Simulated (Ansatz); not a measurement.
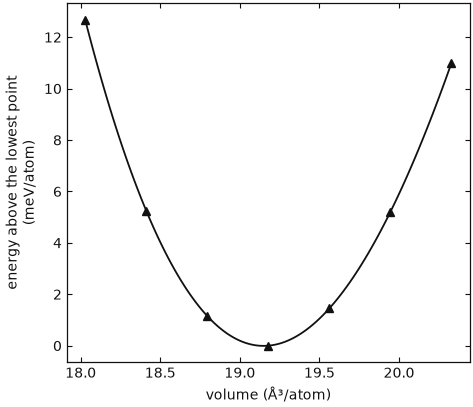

Method: equation of state of a cubic crystal from periodic Kohn-Sham density functional theory without spin, third-order Birch-Murnaghan fit to the free energies; pressure corrected for the finite basis (Ansatz 0.2.0 development build). Level: PBE.

- structure type: diamond
- atoms in cell: 2
- space group number: 227
- lattice centring: face-centred primitive
- k mesh: 18×18×18
- occupation method: Fermi–Dirac
- occupation width: 0.06123 eV
- wave cutoff: 420 eV
- datasets: soft-1 PAW
- density tolerance: 1e−07 eV
- bands: 23
- density cutoff ratio: 4
- search for lower states: default

Caption: Energy above the lowest point against volume for Cu, space group Fd-3m (No. 227) (one of a set of cubic test structures, which need not be the stable phase).

A third-order Birch–Murnaghan fit gives V0 = 19.15 Å³/atom, B0 = 54.8 GPa and B′ = 5.1. The energy above the lowest point is 12.7 meV/atom at volume 18.03 Å³/atom and 11.0 meV/atom at 20.33 Å³/atom; the lowest computed point is at volume 19.18 Å³/atom (0.0 meV/atom), and no other minimum shows.

Note: cubic model structure, not the ambient form.

Input of one of the runs behind the figure:
```
crystal:
  lattice:
    - [0.0, 2.676738904886, 2.676738904886]
    - [2.676738904886, 0.0, 2.676738904886]
    - [2.676738904886, 2.676738904886, 0.0]
  atoms:
    - { symbol: Cu, position: [0, 0, 0] }
    - { symbol: Cu, position: [0.25, 0.25, 0.25] }
kpoints:
  mp_grid: { grid: [18, 18, 18] }
hamiltonian:
  xc: pbe
  pseudopotentials: { kind: paw }
scf:
  occupations: { method: fermi_dirac, width: 0.061225619053 }
output:
  forces: true
  stress: true
```

Command:
```bash
ansatz run input.yaml --threads 1
```
